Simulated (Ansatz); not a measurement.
**Geometry relaxation of NiSb (part 1 of 2)**

System: NiSb (P6₃/mmc, 4 atoms in the cell).
Method: DFT PBE, scalar-relativistic, plane waves, PAW, spin-polarised (Ansatz 0.2.0).

The structure derives from an entry of the Crystallography Open Database. It belongs to a series of runs on one base structure; here: volume × 1.040.

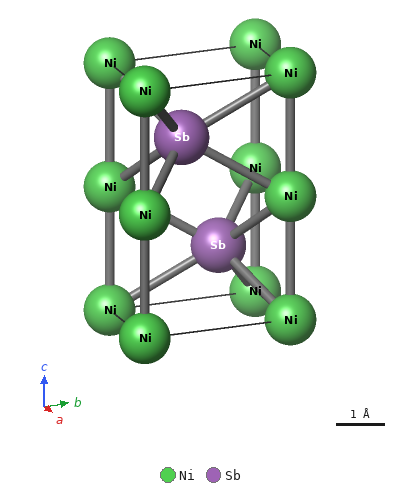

Fig. 1: The input geometry (ball-and-stick view of the cell of the calculation, seen slightly off an axis). An atom can appear more than once, as a periodic image. Near neighbours in the periodic cell (some may lie outside the picture): Ni has 2 Ni at 2.62 Å and 6 Sb at 2.67 Å; Sb has 6 Ni at 2.67 Å.

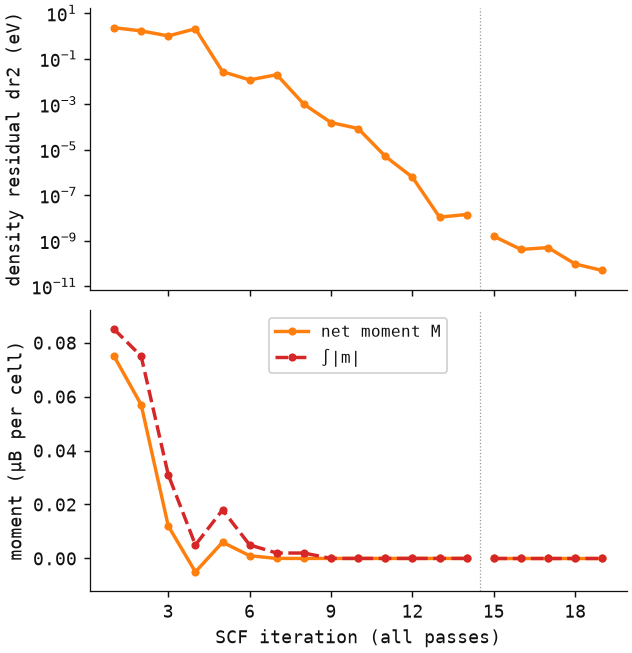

Fig. 2: Convergence of the self-consistent field: density residual dr2 and magnetic moment against the SCF iteration. The dotted lines part the SCF passes of the relaxation: geometry steps, rejected trials and re-solves on a re-selected basis. The passes take 14 and 5 iterations. The net moment stays at 0.0 μB per cell, and ∫|m| falls to zero.

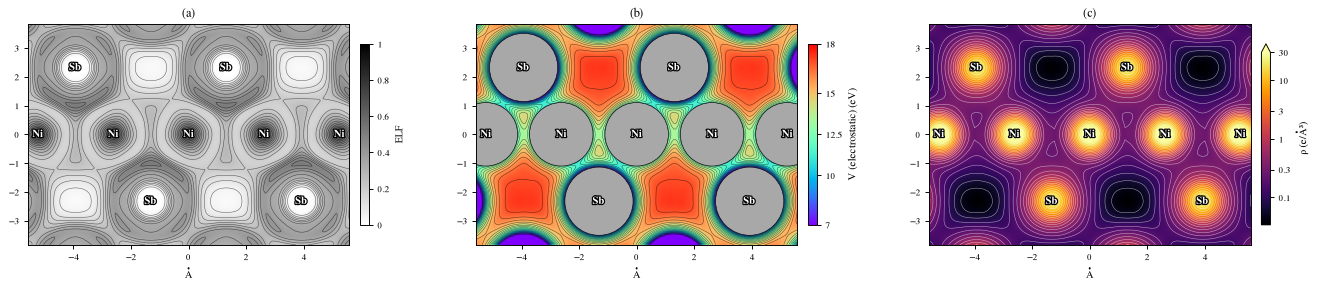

Fig. 3: (a) ELF; (b) electrostatic potential (local pseudopotential plus Hartree) felt by an electron; (c) valence electron density on the (110) plane of the conventional cell. Grey discs, where drawn, cover atomic cores. The section cuts through Ni and Sb sites. Ni–Ni (2.62 Å): ρ is about 0.28 e/Å³ halfway; the ELF is about 0.25 at the midpoint; no shared electron pair. Ni–Sb (2.67 Å): ρ at the midpoint is about 0.35 e/Å³; the ELF is about 0.45 at the midpoint, as expected for nearly free electrons, as in a simple metal. Away from the nuclei the density in this plane falls to 0.03 e/Å³ at its lowest. The strong features right at Ni lie inside the PAW spheres (semicore, d or f shells) and say nothing about bonding. Outside the cores the potential energy rises away from the atoms and is highest about 2.3 Å from the nearest atoms; outside the discs it spans about 10 eV, and its zero is arbitrary. The fields are those of the smooth PAW valence density.

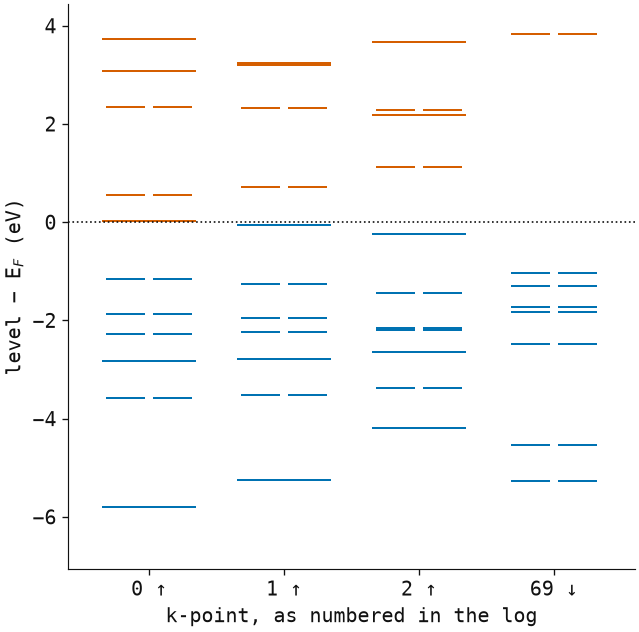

Fig. 4: Kohn–Sham levels near the Fermi level (dotted) at the few k-points that the log prints; levels within 0.02 eV of each other stand side by side. The system is metallic on the full mesh.

The input that produced these results follows, with the program's output.

Input file
```yaml
crystal:
  lattice:
    - [4.0233085123, 0.0, 0.0]
    - [-2.0116542562, 3.4842873789, 0.0]
    - [0.0, 0.0, 5.2360160403]
  atoms:
    - { symbol: Ni, position: [0.0, 0.0, 0.0], spin: 0.05 }
    - { symbol: Ni, position: [0.0, 0.0, 0.5], spin: 0.05 }
    - { symbol: Sb, position: [0.3333333333, 0.6666666667, 0.25] }
    - { symbol: Sb, position: [0.6666666667, 0.3333333333, 0.75] }
basis:
  ecutwfc: 420
  ecutrho_ratio: 4
kpoints:
  mp_grid: { grid: [10, 10, 8] }
hamiltonian:
  xc: pbe
scf:
  occupations: { method: gaussian, width: 0.05 }
output:
  forces: true
  stress: true
  eigenvalues: true
  populations: true
  write_density: true
  write_potential: true
  elf: true
  volumetric_format: npy
magnetization:
  spin_polarized: true
relax:
  f_tol: 0.01
  max_steps: 40
  cell: { stress_tol: 0.1, fix: [volume] }
```

Launch command:
```bash
ansatz run input.yaml --threads 4 --pin off --max-ram 7168MiB --backend cpu --events-out ev --progress --plain --runs-dir out
```

Log
```
Engine: ansatz 0.2.0, aarch64-unknown-linux-gnu
Pseudopotentials: kind: paw
Pseudopotential: Ni, paw, valence charge 18, recommended cutoff 420 eV (normal), Ni.paw.azcp
Pseudopotential: Sb, paw, valence charge 15, recommended cutoff 420 eV (normal), Sb.paw.azcp
Functional definition: PBE
  parameter kappa = 0.804
  parameter beta = 0.06672455060314922
  exchange = pbe_x(kappa = kappa, mu = beta*pi^2/3)
  correlation = pbe_c(beta = beta)
Crystal: 4 atoms, lattice volume = 73.400 Å³
Basis set: ecut = 420 eV, 1421 PW (Γ), exchange–correlation on 54×54×72 points (8 copies of the dense FFT grid, shifted against one another)
Bands: 40, of which v1, the nominal top of the filled ones, is band 33 counted from 1 (32 counted from 0)
Symmetry: 24 space group operations
Space group: P63/mmc (ITA 194), of the structure as read, at distance tolerance 4.2e-5 Å
Magnetic group: BNS 194.263 (UNI 1493), of the structure as read, at distance tolerance 4.2e-5 Å
k-points: 70 of 800
Non-local potential: Ni, projectors of the file, l = 0: 3, l = 1: 2, l = 2: 3, l = 3: 1
Non-local potential: Sb, projectors of the file, l = 0: 2, l = 1: 2, l = 2: 2, l = 3: 2
PAW form: soft (Blöchl's): semilocal exchange-correlation on the pseudo side does not see the compensation charge
PAW one-centre angular grid: Ni, 590 points (default); XC on 64 Gauss nodes
PAW one-centre angular grid: Sb, 590 points (default); XC on 64 Gauss nodes
Initial density: superposition of atomic densities (chi_scale 0.1, normalization cell)
Starting moments: Σ|m| = 0.1 μB on 2 of 4 sites
Initial wavefunctions: pseudopotential atomic-orbital guess
Functional: x = pbe(κ = 0.804, μ = 0.2195149727645171), c = pbe(β = 0.06672455060314922)
SCF iter   1: F=—  HF=-24645.502111 eV  |F-HF|=—  |Δ(HF+E_count)|=         —  Δρ=2.56e-2 (↑2.46e-2 ↓2.56e-2)  dr2=2.28e0  dr2_m=3.85e-4  M=0.075 μB ∫|m|=0.085 μB  β_m=0.30  ethr=3.10e-3  ⟨swp⟩=6.6  Hψ=21829  notcnv=0  defer=2
Mixer restart at iter 1: flushing history
preconditioner: auto → Kerker (q_TF=auto, 2.680 Å⁻¹)  [metal: Δε(μ)=0.002 eV  Ē_g=17.157 eV  σ=0.050 eV  W_gap=0.02  n_scr=22 (ndim 8)  ℏωp=30.6 eV  f_vac=0.000  D(μ)=3.13/eV (n_scr^D=22)]
spin=Collinear: Kerker preconditioning applied to the charge; magnetization (m = ρ↑ − ρ↓) channel mixes plain (no charge-response kernel on spin).
SCF iter   2: F=—  HF=-24647.346104 eV  |F-HF|=—  |Δ(HF+E_count)|=    1.84e0  Δρ=1.96e-2 (↑1.83e-2 ↓1.96e-2)  dr2=1.66e0  dr2_m=5.33e-4  M=0.057 μB ∫|m|=0.075 μB  β_m=0.65  ethr=3.10e-3  ⟨swp⟩=2.0  Hψ=7398  notcnv=0  defer=293
SCF iter   3: F=—  HF=-24649.579219 eV  |F-HF|=—  |Δ(HF+E_count)|=    2.23e0  Δρ=1.74e-2 (↑1.53e-2 ↓1.74e-2)  dr2=9.96e-1  dr2_m=8.34e-4  M=0.012 μB ∫|m|=0.031 μB  β_m=0.66  ethr=2.52e-3  ⟨swp⟩=3.0  Hψ=9034  notcnv=0  defer=293
SCF iter   4: F=—  HF=-24648.213957 eV  |F-HF|=—  |Δ(HF+E_count)|=    1.37e0  Δρ=3.42e-2 (↑3.42e-2 ↓3.40e-2)  dr2=2.05e0  dr2_m=3.53e-5  M=-0.005 μB ∫|m|=0.005 μB  β_m=0.56  ethr=1.51e-3  ⟨swp⟩=3.1  Hψ=13769  notcnv=0  defer=310  recentre
SCF iter   5: F=—  HF=-24649.392731 eV  |F-HF|=—  |Δ(HF+E_count)|=    1.18e0  Δρ=3.43e-3 (↑3.43e-3 ↓2.75e-3)  dr2=2.68e-2  dr2_m=1.97e-4  M=0.006 μB ∫|m|=0.018 μB  β_m=0.78  ethr=1.51e-3  ⟨swp⟩=3.0  Hψ=9875  notcnv=0  defer=308
SCF iter   6: F=—  HF=-24649.421122 eV  |F-HF|=—  |Δ(HF+E_count)|=         —  Δρ=2.93e-3 (↑2.93e-3 ↓2.39e-3)  dr2=1.16e-2  dr2_m=5.68e-5  M=0.001 μB ∫|m|=0.005 μB  β_m=0.78  ethr=4.06e-5  ⟨swp⟩=2.8  Hψ=11202  notcnv=0  defer=312
Mixer restart at iter 6: flushing history
SCF iter   7: F=—  HF=-24649.427609 eV  |F-HF|=—  |Δ(HF+E_count)|=   6.49e-3  Δρ=3.37e-3 (↑3.09e-3 ↓3.37e-3)  dr2=1.97e-2  dr2_m=1.34e-5  M=0.000 μB ∫|m|=0.002 μB  β_m=0.58  ethr=1.76e-5  ⟨swp⟩=2.0  Hψ=10888  notcnv=0  defer=312
SCF iter   8: F=—  HF=-24649.421775 eV  |F-HF|=—  |Δ(HF+E_count)|=   5.83e-3  Δρ=6.37e-4 (↑6.37e-4 ↓4.81e-4)  dr2=9.89e-4  dr2_m=9.67e-6  M=0.000 μB ∫|m|=0.002 μB  β_m=0.77  ethr=1.76e-5  ⟨swp⟩=2.0  Hψ=10558  notcnv=0  defer=312
SCF iter   9: F=—  HF=-24649.422171 eV  |F-HF|=—  |Δ(HF+E_count)|=   3.95e-4  Δρ=1.94e-4 (↑1.94e-4 ↓1.86e-4)  dr2=1.55e-4  dr2_m=6.11e-7  M=0.000 μB ∫|m|=0.000 μB  β_m=0.81  ethr=1.50e-6  ⟨swp⟩=2.0  Hψ=7070  notcnv=0  defer=312
SCF iter  10: F=—  HF=-24649.422229 eV  |F-HF|=—  |Δ(HF+E_count)|=   5.87e-5  Δρ=1.94e-4 (↑1.94e-4 ↓1.87e-4)  dr2=8.49e-5  dr2_m=1.13e-8  M=-0.000 μB ∫|m|=0.000 μB  β_m=0.91  ethr=2.34e-7  ⟨swp⟩=2.0  Hψ=7664  notcnv=0  defer=312
SCF iter  11: F=—  HF=-24649.422232 eV  |F-HF|=—  |Δ(HF+E_count)|=   2.67e-6  Δρ=4.06e-5 (↑4.06e-5 ↓3.76e-5)  dr2=5.08e-6  dr2_m=1.83e-9  M=-0.000 μB ∫|m|=0.000 μB  β_m=0.87  ethr=1.29e-7  ⟨swp⟩=2.0  Hψ=6919  notcnv=0  defer=312
SCF iter  12: F=—  HF=-24649.422232 eV  |F-HF|=—  |Δ(HF+E_count)|=   1.42e-7  Δρ=2.02e-5 (↑1.47e-5 ↓2.02e-5)  dr2=6.13e-7  dr2_m=5.79e-9  M=-0.000 μB ∫|m|=0.000 μB  β_m=0.94  ethr=7.70e-9  ⟨swp⟩=2.0  Hψ=7222  notcnv=0  defer=312
SCF iter  13: F=—  HF=-24649.422232 eV  |F-HF|=—  |Δ(HF+E_count)|=   5.94e-8  Δρ=2.48e-6 (↑1.96e-6 ↓2.48e-6)  dr2=1.08e-8  dr2_m=2.87e-10  M=-0.000 μB ∫|m|=0.000 μB  β_m=0.92  ethr=9.29e-10  ⟨swp⟩=2.0  Hψ=6447  notcnv=0  defer=312
SCF iter  14: F=-24649.422232 eV  HF=-24649.422232 eV  |F-HF|=1.15e-8  |Δ(HF+E_count)|=   4.62e-9  Δρ=2.40e-6 (↑2.40e-6 ↓2.37e-6)  dr2=1.41e-8  dr2_m=4.40e-13  M=-0.000 μB ∫|m|=0.000 μB  ethr=1.63e-11  ⟨swp⟩=11.7  Hψ=37900  notcnv=0
WARN: the starting moments were not kept: the SCF closed with an absolute magnetisation of 7.8e-7 μB, where they sum to 0.1 μB in size (2 sites). That is at most 0.1 of that sum. Measured as dr2_m measures the in/out step, that magnetisation stands 4.3e-13 eV from none, at or under the dr2_threshold of 1.0e-7 eV: it is no larger than a step whose dr2_m would equal this threshold. The system may hold no moment; this SCF shows only that its start led to no more than that. To try another start: raise the starting moments (crystal.atoms[].spin, magnetization.per_species, magnetization.initial_magnetization, or on a non-collinear deck that types none of these the spinor_matrix: blocks that start its atoms; where the total moment is fixed, keep their sum and leave initial_magnetization as it is; typed ones take the place of any that the run laid by itself, positive ones on a crystal's lanthanoids without a Hubbard term where scf.initial_density.shell_occupations: [] is typed) or, if the notice of its spin-set hold's release reads "site moments contracting" or "site moments show no strong build", lengthen the hold (scf.mixing.spin_hold: { on: { confirm: 4 } }; for m-r²SCAN on two components see the key's manual first). Each may lead to a state that holds a moment. A second SCF, from the converged charge density, with the starting moments and any scf.initial_density.shell_occupations laid on it anew, would have followed, and was not run: the deck does not ask for one (magnetization.retry_lost_moments is false, the default). To let it run, set magnetization.retry_lost_moments: true and run the deck again, where that key's refused combinations let it; where memory then withholds it, that run's warning says so.
SCF 1 converged in 14 iterations: F = -24649.422232 eV  dr2 = 1.41e-8
  greatest PAW one-centre occupation: 1.001 electrons in one spin orbital (limit 2), on the Ni atom at site 1 (counted from 0), in its partial waves of l = 1
```
